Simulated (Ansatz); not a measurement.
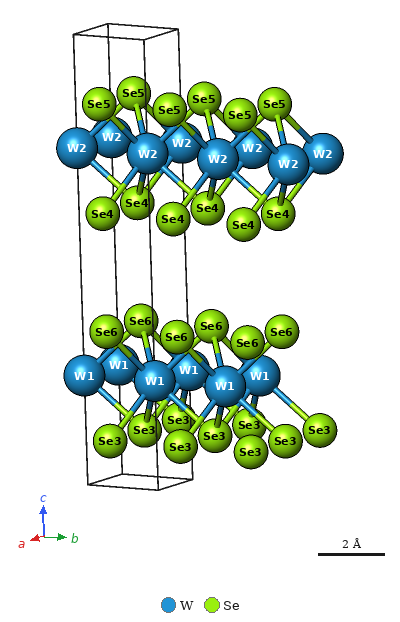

**Figure 1.** The input geometry (ball-and-stick view of the cell of the calculation, set on other vectors, repeated 2 × 3 × 1, seen slightly off an axis; atoms are numbered from 1 in the order of the input). An atom can appear more than once, as a periodic image. Near neighbours in the periodic cell (some may lie outside the picture): W has 6 Se at 2.53 Å; Se has 3 W at 2.53 Å.

## Single-point calculation of WSe2

System: WSe2 (P1, 6 atoms in the cell).
Method: DFT PBE+D3(BJ), scalar-relativistic, plane waves, PAW, PAW set soft_1, no spin polarisation (Ansatz 0.2.0).

The structure derives from a Materials Project entry. Figures and captions count atoms from 1; the log counts them from 0 in places.

Output
```
Engine: ansatz 0.2.0, aarch64-unknown-linux-gnu
Pseudopotentials: kind: paw
Pseudopotential: W, paw, valence charge 14, recommended cutoff 420 eV (normal), [file]
Pseudopotential: Se, paw, valence charge 16, recommended cutoff 420 eV (normal), [file]
Functional definition: PBE
  parameter kappa = 0.804
  parameter beta = 0.06672455060314922
  exchange = pbe_x(kappa = kappa, mu = beta*pi^2/3)
  correlation = pbe_c(beta = beta)
Crystal: 6 atoms, lattice volume = 130.463 Å³
Basis set: ecut = 420 eV, 2599 PW (Γ), exchange–correlation on 48×48×192 points (8 copies of the dense FFT grid, shifted against one another)
Bands: 56, of which v1, the nominal top of the filled ones, is band 46 counted from 1 (45 counted from 0)
Symmetry: 1 space group operations
Space group: P1 (ITA 1), of the structure as read, at distance tolerance 5.1e-5 Å
k-points: 82 of 162 (time reversal used)
Non-local potential: W, projectors of the file, l = 0: 3, l = 1: 2, l = 2: 2, l = 3: 1
Non-local potential: Se, projectors of the file, l = 0: 2, l = 1: 2, l = 2: 3, l = 3: 1
PAW form: soft (Blöchl's): semilocal exchange-correlation on the pseudo side does not see the compensation charge
PAW one-centre angular grid: W, 590 points (default); XC on 64 Gauss nodes
PAW one-centre angular grid: Se, 590 points (default); XC on 64 Gauss nodes
Initial density: superposition of atomic densities (chi_scale 0.1, normalization cell, long waves kept (reshape's long-wave potential 0.05 eV rms))
Initial wavefunctions: pseudopotential atomic-orbital guess
Functional: x = pbe(κ = 0.804, μ = 0.2195149727645171), c = pbe(β = 0.06672455060314922)
SCF iter   1: F=—  HF=-42655.150635 eV  |F-HF|=—  |Δ(HF+E_count)|=         —  Δρ=3.49e-2  dr2=5.97e0  ethr=3.10e-3  ⟨swp⟩=6.9  Hψ=17058  notcnv=0  defer=4
preconditioner: auto → Resta (q_TF=auto, 2.574 Å⁻¹)  ε∞=5.8  [insulator: Δε(μ)=1.201 eV  Ē_g=8.938 eV  σ=0.050 eV  W_gap=1.00  n_scr=46 (ndim 8)  ℏωp=19.5 eV  f_vac=0.106  D(μ)=0.00/eV (n_scr^D=0)  ε∞_Penn≈5.8]
SCF iter   2: F=—  HF=-42654.297653 eV  |F-HF|=—  |Δ(HF+E_count)|=   8.53e-1  Δρ=2.21e-2  dr2=8.66e-1  ethr=3.10e-3  ⟨swp⟩=2.6  Hψ=6402  notcnv=0  defer=216
SCF iter   3: F=—  HF=-42654.105970 eV  |F-HF|=—  |Δ(HF+E_count)|=   1.92e-1  Δρ=8.75e-3  dr2=3.04e-1  ethr=9.41e-4  ⟨swp⟩=2.1  Hψ=6167  notcnv=0  defer=216
SCF iter   4: F=—  HF=-42654.053670 eV  |F-HF|=—  |Δ(HF+E_count)|=   5.23e-2  Δρ=2.47e-3  dr2=1.29e-2  ethr=3.30e-4  ⟨swp⟩=2.3  Hψ=6176  notcnv=0  defer=216
SCF iter   5: F=—  HF=-42654.056096 eV  |F-HF|=—  |Δ(HF+E_count)|=   2.43e-3  Δρ=1.07e-3  dr2=3.03e-3  ethr=1.40e-5  ⟨swp⟩=2.0  Hψ=8969  notcnv=0  defer=216
SCF iter   6: F=—  HF=-42654.057858 eV  |F-HF|=—  |Δ(HF+E_count)|=   1.76e-3  Δρ=4.68e-4  dr2=3.59e-4  ethr=3.29e-6  ⟨swp⟩=2.0  Hψ=7944  notcnv=0  defer=216
SCF iter   7: F=—  HF=-42654.058537 eV  |F-HF|=—  |Δ(HF+E_count)|=   6.79e-4  Δρ=1.15e-4  dr2=2.36e-5  ethr=3.90e-7  ⟨swp⟩=2.1  Hψ=5863  notcnv=0  defer=216
SCF iter   8: F=—  HF=-42654.058569 eV  |F-HF|=—  |Δ(HF+E_count)|=   3.19e-5  Δρ=5.97e-5  dr2=1.87e-5  ethr=2.56e-8  ⟨swp⟩=2.0  Hψ=8045  notcnv=0  defer=216
SCF iter   9: F=—  HF=-42654.058574 eV  |F-HF|=—  |Δ(HF+E_count)|=   4.28e-6  Δρ=2.33e-5  dr2=3.33e-6  ethr=2.04e-8  ⟨swp⟩=2.0  Hψ=5513  notcnv=0  defer=216
SCF iter  10: F=—  HF=-42654.058575 eV  |F-HF|=—  |Δ(HF+E_count)|=   1.26e-6  Δρ=9.15e-6  dr2=2.72e-7  ethr=3.62e-9  ⟨swp⟩=2.0  Hψ=5523  notcnv=0  defer=216
SCF iter  11: F=-42654.058575 eV  HF=-42654.058575 eV  |F-HF|=3.35e-8  |Δ(HF+E_count)|=   1.31e-7  Δρ=2.65e-6  dr2=4.11e-8  ethr=1.09e-10  ⟨swp⟩=16.4  Hψ=33432  notcnv=0
SCF 1 converged in 11 iterations: F = -42654.058575 eV  dr2 = 4.11e-8
  greatest PAW one-centre occupation: 1.000 electrons in one spin orbital (limit 2), on the Se atom at site 4 (counted from 0), in its partial waves of l = 2
```

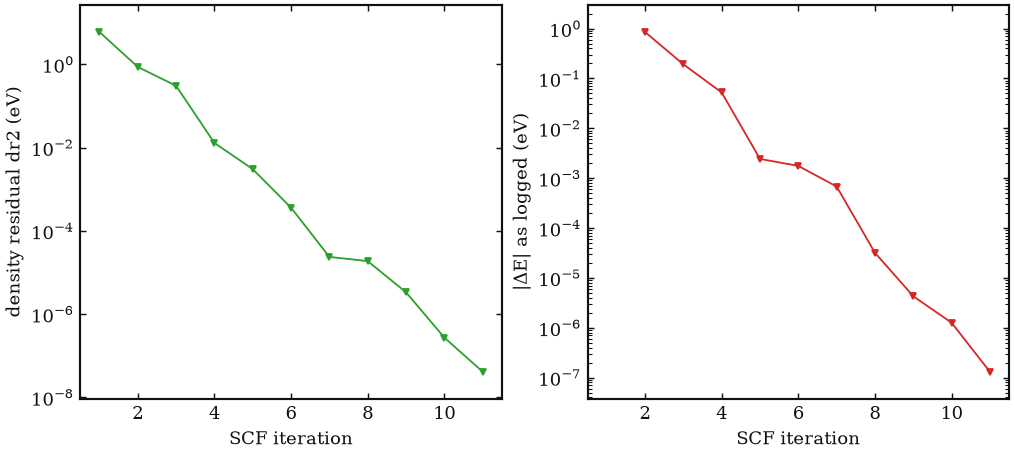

**Figure 2.** Convergence of the self-consistent field: density residual dr2 and size of the energy change against the SCF iteration. The residual falls at every step.

```
SCF converged after 11 iterations
Free energy (F): -42654.058575 eV
Harris-Foulkes:  -42654.058575 eV  (|F-HF|=3.35e-8)
Internal energy: -42654.058575 eV  (E = F + TS)
E sigma→0 (E₀):  -42654.058575 eV
Fermi energy:    11.832620 eV
--- Per-component energies (eV) ---
  E_band       = -1824.760737
  E_kinetic    = 1289.579632
  E_local      = -13709.739278  (includes V_loc(G=0)·N_el)
  E_nonlocal   = -1467.669332
  E_hartree    = 6982.631434
  E_xc         = -877.665439
  E_vxc        = -826.875158  (∫ρ·V_xc dr)
  E_paw        = -25674.992222  (= ΣΔE_a)
  E_vpaw       = -1075.320650  (= ΣTr[D̂ρ^β])
  E_aug_tail   = -0.001219  (compensation charges beyond the density's cutoff)
  E_ewald      = -9193.608065
  E_disp       = -2.594086  (pairwise vdW)
  E_smearing   = -0.000000  (= −TS)
  E_closure    = 0.000000  (closes the sum)
  Σ components = -42654.058575   (vs F -42654.058575, Δ=0.00e0)
--- Forces (eV/Å), atoms counted from 1 ---
  atom   1  W      0.00411715     0.00196008     0.02547294
  atom   2  W     -0.00324533    -0.00223163    -0.02154708
  atom   3  Se     0.01174138     0.00802481     0.10346502
  atom   4  Se     0.00108682     0.00003282    -0.00275835
  atom   5  Se    -0.01423129    -0.00746690    -0.10622706
  atom   6  Se     0.00053019    -0.00031899     0.00159498
  max |Σ_I F_I| component: 1.09e-6 eV/Å
--- Stress (GPa, compression-positive) ---
       -0.000501       0.036028      -0.086776
        0.036028       0.011728      -0.050879
       -0.086776      -0.050879      -0.707268
  P = ⅓ Tr σ = -0.2320 GPa (-2.320 kbar)
--- Band table (eV; the first three rows and the last of 82) ---
  k-point 0: bands = ["-62.8698", "-62.8643", "-36.4429", "-36.4428", "-36.4370", "-36.4369", "-36.4365", "-36.4364", "-36.4305", "-36.4305", "-36.4120", "-36.4118", "-36.4067", "-36.4066", "-36.4058", "-36.4057", "-36.4008", "-36.4007", "-36.3993", "-36.3941", "-36.3930", "-36.3882", "-27.1349", "-27.1292", "-26.9879", "-26.9876", "-26.9825", "-26.9824", "-3.7886", "-3.6889", "-2.5864", "-2.4138", "4.5190", "5.1134", "8.0645", "8.8092", "8.8109", "8.8165", "8.8181", "9.6979", "9.9406", "9.9447", "9.9511", "9.9552", "10.2828", "11.1458", "14.0800", "14.0903", "14.1044", "14.1339", "14.2306", "14.2676", "14.2797", "14.2977", "15.7784", "16.5218"]
  k-point 1: bands = ["-62.8698", "-62.8643", "-36.4429", "-36.4428", "-36.4370", "-36.4369", "-36.4365", "-36.4364", "-36.4305", "-36.4305", "-36.4120", "-36.4118", "-36.4067", "-36.4066", "-36.4058", "-36.4057", "-36.4008", "-36.4007", "-36.3993", "-36.3941", "-36.3930", "-36.3882", "-27.1349", "-27.1292", "-26.9879", "-26.9876", "-26.9825", "-26.9824", "-3.7459", "-3.7376", "-2.5028", "-2.4923", "4.7701", "4.7999", "8.7060", "8.7645", "8.8079", "8.8098", "8.8176", "8.8200", "9.9368", "9.9418", "9.9540", "9.9590", "10.8679", "10.9130", "14.0686", "14.0827", "14.1277", "14.1524", "14.2057", "14.2388", "14.2930", "14.3153", "16.1470", "16.1515"]
  k-point 2: bands = ["-62.8685", "-62.8631", "-36.4429", "-36.4423", "-36.4369", "-36.4365", "-36.4364", "-36.4359", "-36.4305", "-36.4300", "-36.4121", "-36.4119", "-36.4069", "-36.4067", "-36.4060", "-36.4058", "-36.4010", "-36.4008", "-36.3990", "-36.3939", "-36.3928", "-36.3879", "-27.1291", "-27.1233", "-27.0164", "-27.0112", "-26.9945", "-26.9890", "-3.6016", "-3.5022", "-2.4867", "-2.3215", "4.7586", "5.3529", "7.8857", "8.2644", "8.2755", "8.9314", "8.9904", "8.9983", "9.6371", "9.6484", "9.7700", "10.2486", "10.3314", "10.9697", "13.4258", "13.7086", "13.8287", "13.8892", "14.0037", "14.0504", "14.3984", "14.4370", "16.6741", "17.4040"]
  k-point 81: bands = ["-62.8588", "-62.8534", "-36.4426", "-36.4385", "-36.4366", "-36.4361", "-36.4326", "-36.4321", "-36.4302", "-36.4262", "-36.4136", "-36.4128", "-36.4084", "-36.4074", "-36.4073", "-36.4065", "-36.4025", "-36.4015", "-36.3970", "-36.3918", "-36.3908", "-36.3858", "-27.2191", "-27.2138", "-27.0836", "-27.0778", "-27.0621", "-27.0566", "-1.6563", "-1.6325", "-1.4553", "-1.4334", "4.8648", "4.8850", "5.8676", "5.8992", "6.8628", "6.9532", "7.9311", "7.9674", "8.7517", "8.9125", "9.0604", "9.1993", "10.5959", "10.6523", "13.4934", "13.5216", "14.0269", "14.0717", "14.7020", "14.9277", "14.9919", "15.1182", "15.8844", "16.0915"]
```

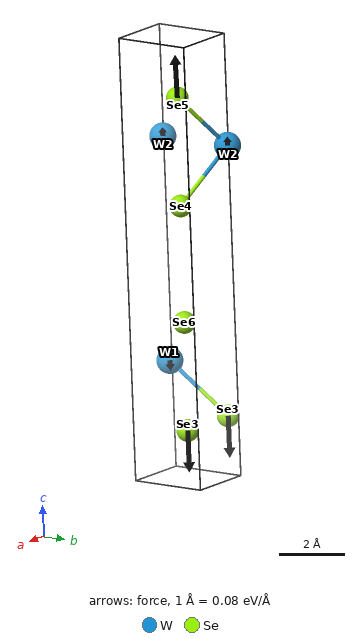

**Figure 3.** Forces on the atoms as black arrows (ball-and-stick view of the cell of the calculation, set on other vectors, seen slightly off an axis; atoms are numbered from 1 in the order of the input); the smallest are left out. The largest act on Se5 (0.11 eV/Å); Se3 (0.10 eV/Å). The geometry is not a stationary point of this energy.

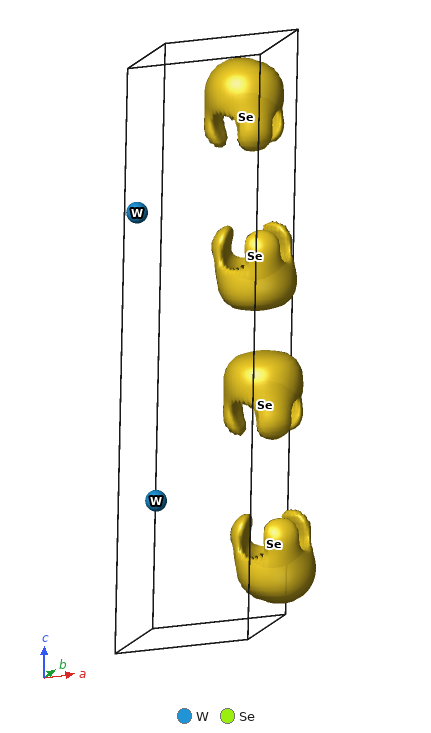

**Figure 4.** Isosurface of the electron localisation function at 0.75 (yellow), seen slightly off an axis. Only the valence region is drawn (cores and ρ < 0.01 e/Å³ removed). Sticks mark near contacts. The outline is the cell set on symmetry axes. Values along the shortest contacts: W–Se (2.53 Å): the ELF is about 0.55 at the midpoint. Core electrons are frozen (PAW), so the fields are smoothed inside the atomic spheres.

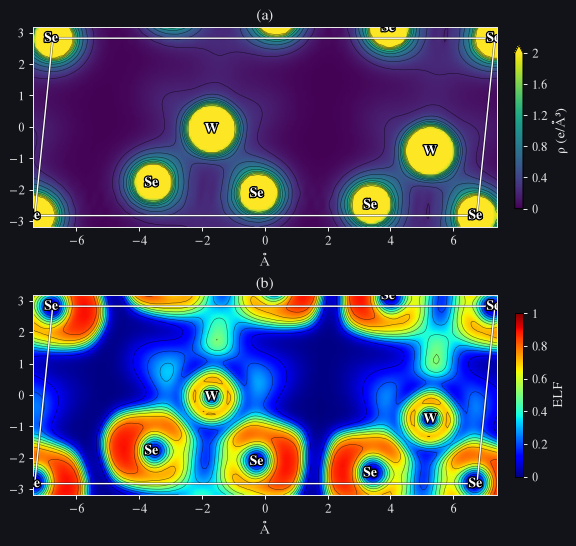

**Figure 5.** (a) valence pseudo-density; (b) electron localisation function on the (11̄0) plane of the conventional cell. The section cuts through W and Se sites. W–Se (2.53 Å): ρ is about 0.55 e/Å³ halfway; the ELF is about 0.55 at the midpoint. Away from the nuclei the density in this plane falls to 0.008 e/Å³ at its lowest. The strong features right at W lie inside the PAW spheres (semicore, d or f shells) and say nothing about bonding.

The run was set up as follows.

The input
```yaml
crystal:
  lattice:
    - [-3.2789854852, 0.0, 0.0]
    - [-1.6394927426, -2.8396847288, 0.0]
    - [-1.0929951617, -0.9465615763, 14.0112373504]
  atoms:
    - { symbol: W, position: [-0.125, -0.25, 0.75] }
    - { symbol: W, position: [-0.0416666667, -0.0833333333, 0.25] }
    - { symbol: Se, position: [0.1882872623, 0.0432411913, 0.8702764262] }
    - { symbol: Se, position: [0.2716205956, 0.2099078579, 0.3702764262] }
    - { symbol: Se, position: [0.3117127377, 0.2900921421, 0.1297235738] }
    - { symbol: Se, position: [0.2283794044, 0.1234254754, 0.6297235738] }
basis:
  ecutwfc: 420
kpoints:
  mp_grid: { grid: [9, 9, 2] }
hamiltonian:
  xc: pbe
  pseudopotentials: { kind: paw, azcp: { folder: soft_1 } }
  dispersion: d3bj
scf:
  occupations: { method: gaussian, width: 0.05 }
output:
  forces: true
  stress: true
  eigenvalues: true
  write_density: true
  write_potential: true
  elf: true
  volumetric_format: npy
```

Launch command:
```bash
ansatz run input.yaml --threads 2 --pin off --max-ram 4096MiB --backend cpu --events-out ev --progress --plain --runs-dir out
```

Key numbers

| quantity | value |
| --- | --- |
| outcome | converged |
| space group (tolerance 0.01 Å) | P1 (1) |
| electrons treated | 92 |
| free energy | −42654.0586 eV |
| Fermi energy | 11.833 eV |
| gap on the k-point mesh | 1.37 eV |
| pressure | −0.23 GPa |
| largest force (length of the vector) | 0.107 eV/Å |
| hardware | 2 threads of Arm Neoverse N1, 98 GiB of memory available, shared host |
| wall time | 78 s (CPU time 2.5 min) |
| peak memory | 0.66 GiB |

Spin–orbit coupling is left out, which matters for W.
